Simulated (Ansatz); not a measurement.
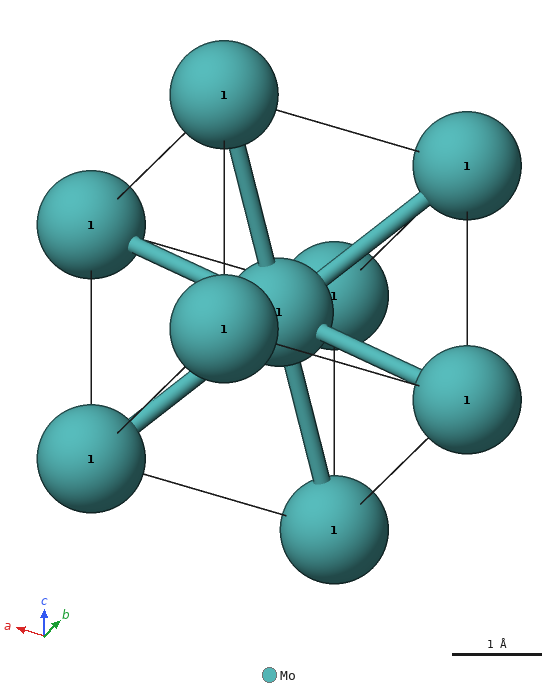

This is a symmetric starting cell of Mo. The picture is a ball-and-stick view of the conventional cell (2 times the calculation's cell), seen from a free direction. Lengths and directions refer to the drawn axes.

All numbers below come from DFT r2SCAN, scalar-relativistic, plane waves, PAW in Ansatz 0.2.0. (plane-wave cutoff 500 eV; k-point mesh 18 × 18 × 18; occupations gaussian; smearing width 0.1 eV; no spin polarisation)

Change: All lengths are scaled by +1.3 % (volume +3.9 %), the atoms keeping their fractional coordinates. No relaxation follows. The starting cell wasn't computed here and needn't be at equilibrium, so pressure and forces aren't due to the change alone.

Input
```yaml
crystal:
  lattice:
    - [-1.59118735, 1.59118735, 1.59118735]
    - [1.59118735, -1.59118735, 1.59118735]
    - [1.59118735, 1.59118735, -1.59118735]
  atoms:
    - { symbol: Mo, position: [0.0, 0.0, 0.0] }
basis:
  ecutwfc: 500
kpoints:
  mp_grid: { grid: [18, 18, 18] }
hamiltonian:
  xc: r2scan
scf:
  occupations: { method: gaussian, width: 0.1 }
output:
  forces: true
  stress: true
  eigenvalues: true
```

Run as
```bash
ansatz run input.yaml --threads 1 --pin off --max-ram 1331MiB --backend cpu --events-out ev --progress --plain --runs-dir out
```

Q: What is the effect?

A: Some distances before and after: Mo–Mo 2.721 → 2.756 Å. The space group stays Im-3m (No. 229). The pressure is −7.7 GPa (not all of it need come from the change, since the unchanged cell can be under pressure at this level too). All forces vanish by symmetry.
